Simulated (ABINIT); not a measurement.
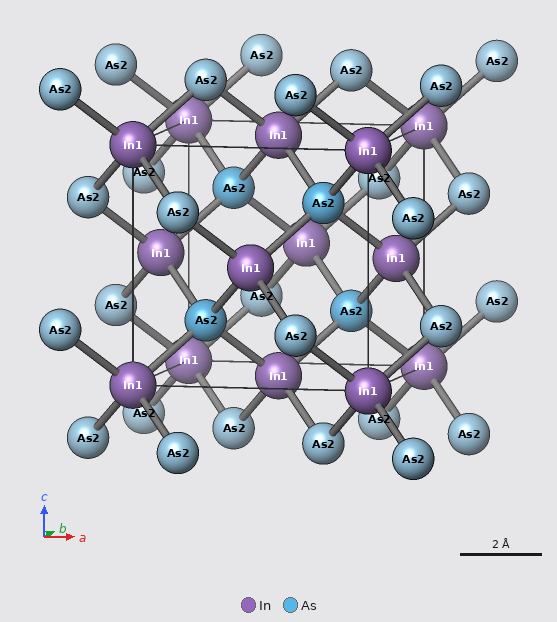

Figure 1. The input geometry (ball-and-stick view of the cell 4 times as large as that of the calculation, set on its symmetry axes, seen slightly off an axis; neighbours outside the cell are drawn fainter; atoms are numbered from 1 in the order of the input). Near neighbours in the crystal (not all of them lie inside the picture): In has 4 As at 2.61 Å; As has 4 In at 2.61 Å.

Single-point calculation of InAs

- system: InAs (2 atoms in the cell)
- method: Kohn-Sham DFT of a periodic cell, PBEsol, JTH PAW PBE v2.0, no spin polarisation (ABINIT 10.8.3)

The structure derives from an entry of the Crystallography Open Database.

## Log
```
.Version 10.8.3 of ABINIT
 Symmetries : space group F-4 3 m (#216); Bravais cF (face-center cubic)
================================================================================
 Values of the parameters that define the memory need of the present run
     intxc =       0    ionmov =       0      iscf =      17    lmnmax =      18
     lnmax =       6     mgfft =      30  mpssoang =       3    mqgrid =    3001
     natom =       2  nloc_mem =       2    nspden =       1   nspinor =       1
    nsppol =       1      nsym =      24    n1xccc =       1    ntypat =       2
    occopt =       3   xclevel =       2
       mpw =        1252          nfft =       27000          nkpt =          10
 PAW method is used; the additional fine FFT grid is defined by:
   mgfftf=        45    nfftf =     91125
================================================================================
================================================================================

--------------------------------------------------------------------------------
------------- Echo of variables that govern the present computation ------------
--------------------------------------------------------------------------------
 -outvars: echo values of preprocessed input variables --------
            acell      1.0000000000E+00  1.0000000000E+00  1.0000000000E+00 Bohr
              amu      1.14820000E+02  7.49215900E+01
             ecut      1.70000000E+01 Hartree
           enunit           1
              ixc     -116133
         kptrlatt        5    0    0      0    5    0      0    0    5
          kptrlen      4.03276676E+01
            natom           2
            nband          18
            ngfft          30      30      30
          ngfftdg          45      45      45
             nkpt          10
            nstep         100
             nsym          24
           ntypat           2
           occopt           3
        pawecutdg      3.40000000E+01 Hartree
         pawxcdev           0
        prtebands           0
           prteig           0
           prtpot           1
         prtvclmb           1
           prtvha           1
            prtwf           0
            rprim      0.0000000000E+00  5.7031934441E+00  5.7031934441E+00
                       5.7031934441E+00  0.0000000000E+00  5.7031934441E+00
                       5.7031934441E+00  5.7031934441E+00  0.0000000000E+00
          spgroup         216
           tolvrs      1.00000000E-09
           tsmear      1.83747000E-03 Hartree
            typat      1  2
           useylm           1
           xangst      0.0000000000E+00  0.0000000000E+00  0.0000000000E+00
                       4.5269999969E+00  4.5269999969E+00  4.5269999969E+00
            xcart      0.0000000000E+00  0.0000000000E+00  0.0000000000E+00
                       8.5547901661E+00  8.5547901661E+00  8.5547901661E+00
             xred      0.0000000000E+00  0.0000000000E+00  0.0000000000E+00
                       7.5000000000E-01  7.5000000000E-01  7.5000000000E-01
            znucl       49.00000   33.00000

================================================================================

 chkinp: Checking input parameters for consistency.

================================================================================
== DATASET  1 ==================================================================

--- !DatasetInfo
iteration_state: {dtset: 1, }
dimensions: {natom: 2, nkpt: 10, mband: 18, nsppol: 1, nspinor: 1, nspden: 1, mpw: 1252, }
cutoff_energies: {ecut:  17.0, pawecutdg:  34.0, }
electrons: {nelect:   2.80000000E+01, charge:   0.00000000E+00, occopt:   3.00000000E+00, tsmear:   1.83747000E-03, }
meta: {optdriver: 0, ionmov: 0, optcell: 0, iscf: 17, paral_kgb: 0, }
...

 Real(R)+Recip(G) space primitive vectors, cartesian coordinates (Bohr,Bohr^-1):
 R(1)=  0.0000000  5.7031934  5.7031934  G(1)= -0.0876702  0.0876702  0.0876702
 R(2)=  5.7031934  0.0000000  5.7031934  G(2)=  0.0876702 -0.0876702  0.0876702
 R(3)=  5.7031934  5.7031934  0.0000000  G(3)=  0.0876702  0.0876702 -0.0876702
 Unit cell volume ucvol=  3.7100888E+02 bohr^3
 Angles (23,13,12)=  6.00000000E+01  6.00000000E+01  6.00000000E+01 degrees

 Coarse grid specifications (used for wave-functions):

 getcut: wavevector=  0.0000  0.0000  0.0000  ngfft=  30  30  30
         ecut(hartree)=     17.000   => boxcut(ratio)=   2.00623

 Fine grid specifications (used for densities):

 getcut: wavevector=  0.0000  0.0000  0.0000  ngfft=  45  45  45
         ecut(hartree)=     34.000   => boxcut(ratio)=   2.07833

--- Pseudopotential description ------------------------------------------------
- pspini: atom type   1  psp file is ./In.GGA_PBE-JTH.xml
 Pseudopotential format is: paw10
 basis_size (lnmax)=  6 (lmn_size= 18), orbitals=   0   0   1   1   2   2
 Spheres core radius: rc_sph= 2.50644782
 Shapefunction is BESSEL type: shapef(r,l)=aa(1,l)*jl(q(1,l)*r)+aa(2,l)*jl(q(2,l)*r)
 Radius for shape functions =  1.40569481
 Compensation charge density is not taken into account in XC energy/potential

- pspini: atom type   2  psp file is ./As.GGA_PBE-JTH.xml
 Pseudopotential format is: paw10
 basis_size (lnmax)=  6 (lmn_size= 18), orbitals=   0   0   1   1   2   2
 Spheres core radius: rc_sph= 2.10391912
 Shapefunction is BESSEL type: shapef(r,l)=aa(1,l)*jl(q(1,l)*r)+aa(2,l)*jl(q(2,l)*r)
 Radius for shape functions =  1.70360438
 Compensation charge density is not taken into account in XC energy/potential

   1.37430372E+03                                ecore*ucvol(ha*bohr**3)
--------------------------------------------------------------------------------

================================================================================

--- !BeginCycle
iteration_state: {dtset: 1, }
solver: {iscf: 17, nstep: 100, nline: 4, wfoptalg: 10, }
tolerances: {tolvrs: 1.00E-09, }
...

     iter   Etot(hartree)      deltaE(h)  residm     nres2
 ETOT  1  -171.05144390142    -1.711E+02 5.632E-01 3.178E+00
 ETOT  2  -171.89837196955    -8.469E-01 2.573E-02 2.071E+00
 ETOT  3  -171.89583131125     2.541E-03 2.780E-03 6.180E-01
 ETOT  4  -171.89413922346     1.692E-03 1.454E-03 2.616E-02
 ETOT  5  -171.89420358189    -6.436E-05 4.822E-04 2.159E-03
 ETOT  6  -171.89422444585    -2.086E-05 3.999E-04 9.810E-04
 ETOT  7  -171.89422687367    -2.428E-06 2.323E-04 3.110E-05
 ETOT  8  -171.89422757335    -6.997E-07 1.729E-04 9.852E-07
 ETOT  9  -171.89422758800    -1.465E-08 8.836E-05 1.102E-07
 ETOT 10  -171.89422758883    -8.274E-10 6.093E-05 7.443E-09
 ETOT 11  -171.89422758894    -1.114E-10 4.650E-05 9.216E-10

 At SCF step   11       nres2   =  9.22E-10 < tolvrs=  1.00E-09 =>converged.

 Cartesian components of stress tensor (hartree/bohr^3)
  sigma(1 1)= -3.46822309E-05  sigma(3 2)=  0.00000000E+00
  sigma(2 2)= -3.46822309E-05  sigma(3 1)=  0.00000000E+00
  sigma(3 3)= -3.46822309E-05  sigma(2 1)=  0.00000000E+00

--- !ResultsGS
iteration_state: {dtset: 1, }
comment   : Summary of ground state results
lattice_vectors:
- [  0.0000000,   5.7031934,   5.7031934, ]
- [  5.7031934,   0.0000000,   5.7031934, ]
- [  5.7031934,   5.7031934,   0.0000000, ]
lattice_lengths: [   8.06553,    8.06553,    8.06553, ]
lattice_angles: [ 60.000,  60.000,  60.000, ] # degrees, (23, 13, 12)
lattice_volume:   3.7100888E+02
convergence: {deltae: -1.114E-10, res2:  9.216E-10, residm:  4.650E-05, diffor: null, }
etotal    :  -1.71894228E+02
entropy   :   0.00000000E+00
fermie    :   1.48981974E-01
cartesian_stress_tensor: # hartree/bohr^3
- [ -3.46822309E-05,   0.00000000E+00,   0.00000000E+00, ]
- [  0.00000000E+00,  -3.46822309E-05,   0.00000000E+00, ]
- [  0.00000000E+00,   0.00000000E+00,  -3.46822309E-05, ]
pressure_GPa:   1.0204E+00
xred      :
- [  0.0000E+00,   0.0000E+00,   0.0000E+00, In]
- [  7.5000E-01,   7.5000E-01,   7.5000E-01, As]
cartesian_forces: # hartree/bohr
- [ -1.88851755E-28,   4.72129387E-29,   1.88851755E-28, ]
- [  1.88851755E-28,  -4.72129387E-29,  -1.88851755E-28, ]
force_length_stats: {min:   2.71217684E-28, max:   2.71217684E-28, mean:   2.71217684E-28, }
...

 Integrated electronic density in atomic spheres:
 ------------------------------------------------
 Atom  Sphere_radius  Integrated_density
    1        2.50645         11.23056174
    2        2.10392         12.69322625

================================================================================

 ----iterations are completed or convergence reached----

 Mean square residual over all n,k,spin=   43.934E-08; max=  46.504E-06
 reduced coordinates (array xred) for    2 atoms
       0.000000000000      0.000000000000      0.000000000000
       0.750000000000      0.750000000000      0.750000000000
 rms dE/dt=  1.2820E-27; max dE/dt=  1.6156E-27; dE/dt below (all hartree)
    1      -0.000000000000      0.000000000000      0.000000000000
    2       0.000000000000      0.000000000000      0.000000000000

 cartesian coordinates (angstrom) at end:
    1      0.00000000000000     0.00000000000000     0.00000000000000
    2      4.52699999691250     4.52699999691250     4.52699999691250

 cartesian forces (hartree/bohr) at end:
    1     -0.00000000000000     0.00000000000000     0.00000000000000
    2      0.00000000000000    -0.00000000000000    -0.00000000000000
 frms,max,avg= 1.5658760E-28 1.8885175E-28   0.000E+00  0.000E+00  0.000E+00 h/b

 cartesian forces (eV/Angstrom) at end:
    1     -0.00000000000000     0.00000000000000     0.00000000000000
    2      0.00000000000000    -0.00000000000000    -0.00000000000000
 frms,max,avg= 8.0520583E-27 9.7111477E-27   0.000E+00  0.000E+00  0.000E+00 e/A
 length scales=  1.000000000000  1.000000000000  1.000000000000 bohr
              =  0.529177210544  0.529177210544  0.529177210544 angstroms
 Fermi (or HOMO) energy (eV) =   4.05401   Average Vxc (eV)=  -9.22608
 Eigenvalues (   eV  ) for nkpt=  10  k points:
 kpt#   1, nband= 18, wtk=  0.00800, kpt=  0.0000  0.0000  0.0000 (reduced coord)
 -30.92826  -30.92826  -30.92826  -30.92125  -30.92125  -10.33526  -10.33526  -10.33526
 -10.20732  -10.20732   -7.92117    3.73231    4.01911    4.01911    4.01911    7.86355
   7.86355    7.86355
 prteigrs : prtvol=0 or 1, do not print more k-points.

--- !EnergyTerms
iteration_state     : {dtset: 1, }
comment             : Components of total free energy in Hartree
kinetic             :  1.79383987065904E+01
hartree             :  6.03312168452667E+01
xc                  : -9.63098585527895E+00
Ewald energy        : -9.28949152033449E+01
psp_core            :  3.70423403266320E+00
local_psp           : -1.60594096110527E+02
PAW spherical_terms :  9.25197991727589E+00
internal            : -1.71894167667354E+02
'-kT*entropy'       : -5.68842027521811E-05
total_energy        : -1.71894224551557E+02
total_energy_eV     : -4.67748013772581E+03
...

--- !EnergyTermsDC
iteration_state     : {dtset: 1, }
comment             : '"Double-counting" decomposition of free energy'
band_energy         : -1.53879951920497E+01
Ewald energy        : -9.28949152033449E+01
psp_core            :  3.70423403266320E+00
xc_dc               : -6.24652896614133E+01
PAW spherical_terms : -4.85020468059150E+00
internal            : -1.71894170704736E+02
'-kT*entropy'       : -5.68842027521811E-05
total_energy_dc     : -1.71894227588939E+02
total_energy_dc_eV  : -4.67748022037718E+03
...

--- !EnergyTermsWithPAWCore
iteration_state     : {dtset: 1, }
comment             : 'Components of total free energy, including PAW core contributions'
Total energy        : -8.13847550491721E+03
Total energy DC     : -8.13847550795459E+03
Total energy (eV)   : -2.21459200417757E+05
Total energy DC (eV): -2.21459200500409E+05
...

 Cartesian components of stress tensor (hartree/bohr^3)
  sigma(1 1)= -3.46822309E-05  sigma(3 2)=  0.00000000E+00
  sigma(2 2)= -3.46822309E-05  sigma(3 1)=  0.00000000E+00
  sigma(3 3)= -3.46822309E-05  sigma(2 1)=  0.00000000E+00

-Cartesian components of stress tensor (GPa)         [Pressure=  1.0204E+00 GPa]
- sigma(1 1)= -1.02038646E+00  sigma(3 2)=  0.00000000E+00
- sigma(2 2)= -1.02038646E+00  sigma(3 1)=  0.00000000E+00
- sigma(3 3)= -1.02038646E+00  sigma(2 1)=  0.00000000E+00

== END DATASET(S) ==============================================================
================================================================================

 -outvars: echo values of variables after computation  --------
            acell      1.0000000000E+00  1.0000000000E+00  1.0000000000E+00 Bohr
           etotal     -1.7189422759E+02
            fcart     -1.8885175469E-28  4.7212938673E-29  1.8885175469E-28
                       1.8885175469E-28 -4.7212938673E-29 -1.8885175469E-28
            rprim      0.0000000000E+00  5.7031934441E+00  5.7031934441E+00
                       5.7031934441E+00  0.0000000000E+00  5.7031934441E+00
                       5.7031934441E+00  5.7031934441E+00  0.0000000000E+00
           strten     -3.4682230857E-05 -3.4682230857E-05 -3.4682230857E-05
                       0.0000000000E+00  0.0000000000E+00  0.0000000000E+00
           xangst      0.0000000000E+00  0.0000000000E+00  0.0000000000E+00
                       4.5269999969E+00  4.5269999969E+00  4.5269999969E+00
             xred      0.0000000000E+00  0.0000000000E+00  0.0000000000E+00
                       7.5000000000E-01  7.5000000000E-01  7.5000000000E-01
 Calculation completed.
```

The run was set up as follows.

## Input file
```
# Pseudopotentials
pp_dirpath "./"
pseudos "In.GGA_PBE-JTH.xml, As.GGA_PBE-JTH.xml"

# Structure
acell 3*1.0
rprim
     0.0000000000     5.7031934441     5.7031934441
     5.7031934441     0.0000000000     5.7031934441
     5.7031934441     5.7031934441     0.0000000000
ntypat 2
znucl 49 33
natom 2
typat 1 2
xred
     0.0000000000     0.0000000000     0.0000000000
     0.7500000000     0.7500000000     0.7500000000

# Plane-wave basis
ecut 17.0
pawecutdg 34.0

# k points
kptopt 1
ngkpt 5 5 5
nshiftk 1
shiftk 0.0 0.0 0.0

# Exchange and correlation
ixc -116133

# Bands and occupations
nband 18
occopt 3
tsmear 0.00183747

# SCF cycle
nstep 100
tolvrs 1.0e-9

# Output
iomode 3
prtwf 0
prteig 0
prtebands 0
enunit 1
prtden 1
prtvha 1
prtvclmb 1
prtpot 1
```

Launch command:
```bash
abinit run.abi > log 2>&1
```

## Key numbers

```tsv
quantity	value
outcome	converged
space group (tolerance 0.01 Å)	F-43m (216)
electrons treated	28
free energy	−4677.4802 eV
Fermi energy	4.054 eV
gap on the k-point mesh	none (metallic)
pressure	1.02 GPa
largest force (length of the vector)	under 0.001 eV/Å
hardware	1 thread of Arm Neoverse V1, 24 GiB of memory available, shared host
wall time	15 s
peak memory	0.11 GiB
```
